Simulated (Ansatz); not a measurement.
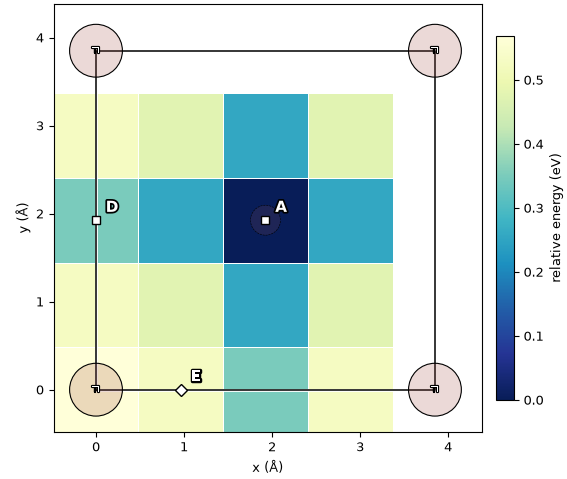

Zn on a Tl(100) slab cut from the Im-3m phase (4 atoms of substrate and one adsorbate in a 1 × 1 cell). 
- One Zn atom a 1 × 1 cell is placed over a mesh of places on the rigid (1 0 0) surface, and only its height is relaxed.
- Places are given modulo a cell vector. The map is drawn in real space over the plane of the surface.
- The scan uses a 4 × 4 grid.
- All energies are given in eV relative to the lowest grid point.
- With one adsorbate in each 1 × 1 cell, its nearest image is 3.9 Å away, so neighbouring adsorbates interact.
- Method: DFT PBEsol, scalar-relativistic, plane waves, PAW (Ansatz 0.2.0).

Drawn: one coloured cell a grid point, labelled circles for the atoms of the top layer and small ones for the second layer, the outline of one cell of the plane, lettered points.

Is E the lowest point of the computed grid?

No. E lies 0.526 eV above the lowest grid point, which is at a fourfold hollow over a second-layer Tl atom, (2/4, 2/4) of the cell vectors.

Rank the lettered points by energy, lowest first.

A (0.000 eV), D (0.349 eV), E (0.526 eV).
